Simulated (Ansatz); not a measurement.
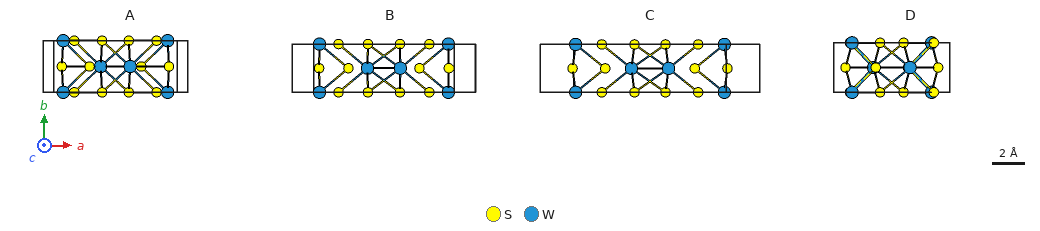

4 geometries from one relaxation of crystalline WS$_{2}$ (a generated structure, set up in C2/m) (coarse preliminary run), in shuffled order. Style: ball-and-stick. Shown: the conventional cell (2 times the calculation's cell), along the c axis. Lengths and directions refer to the drawn axes.

Case: P → S on all its sites, cell and atoms relaxed.

The calculation used Ansatz, DFT PBEsol, scalar-relativistic, plane waves, PAW. Settings: plane-wave cutoff 420 eV; k-point mesh 8 × 8 × 4; occupations gaussian; smearing width 0.1 eV; no spin polarisation; cell and atoms relaxed; force threshold 0.05 eV/Å; at most 60 steps.

### Order the frames from highest to lowest energy.

D, A, B, C. They are steps 0, 4, 12, 22, at +479 meV per atom, +237 meV per atom, +28.6 meV per atom relative to the last. After 19 accepted moves (22 points after the start) the energy has fallen by 479 meV per atom. The largest force component goes from 1.3 to 0.03 eV/Å. Pressure: 10.48 GPa at the start and 0.08 GPa at the end. At 3 points the geometry stayed and the basis and grid were re-selected for the new cell (energy shift of 35.7 meV per atom at most each time). The largest moves relative to the cell, 0.49 Å, are those of S atoms. Largest moves by element: S 0.49 Å, W 0.38 Å. Cell: a 8.396 → 13.204 Å (+57.3 %), b 3.125 → 3.022 Å (−3.3 %), c 7.397 → 7.476 Å (+1.1 %), β 119.2° → 133.7°. Volume +27.3 %. Near-neighbour distances that change, for instance: S–W 2.501 → 4.635 Å, S–S 2.696 → 4.280 Å, S–S 2.172 → 3.616 Å, S–S 2.596 → 3.598 Å. Bonds break, among them: S–S (2.17 → 3.62 Å), S–W (2.50 → 4.63 Å). Among the angles between lasting bonds that change: W–S–W 115.8° → 84.1°, W–S–W 78.4° → 69.8°, W–S–W 114.4° → 110.1°. The space group stays C2/m (No. 12).
